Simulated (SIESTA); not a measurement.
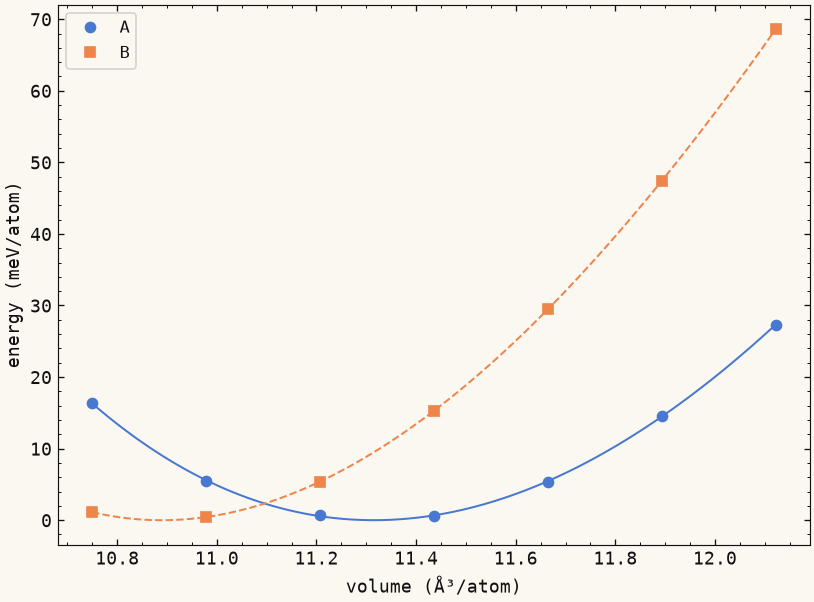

The figure compares two calculations of the energy against volume, each curve from its own zero. The first is for Cu, space group P6_3/mmc (No. 194).

The cell holds 2 atoms.

How it was computed, with SIESTA 5.4.2: DFT in numerical atomic orbitals with pseudopotentials, no spin polarisation; energies at scaled volumes of the given cell, shape and fractions fixed, counted from the fit's minimum, third-order Birch-Murnaghan fit. Level: LDA.

- k mesh: 12×12×7
- occupations: Fermi–Dirac
- smearing width: 0.05 eV
- potentials: PseudoDojo 0.4 standard, converted to PSML, two zetas on semicore shells
- program settings: basis DZP, mesh cutoff 800 Ry

In the second, the level changes from LDA to PBEsol.

### Which of A and B is the second calculation, and what did the change do?

A. The equilibrium volume rises from 10.89 to 11.31 Å³/atom (+3.9 %) and the bulk modulus falls from 198 to 170 GPa (−14 %).

For both, limits of the calculation: mulliken charges of long orbitals; short basis over semicore shells; shape and atomic fractions are frozen while scaling, which makes layered, chain and framework solids too stiff.

V0 and the bulk modulus come from third-order Birch–Murnaghan fits.
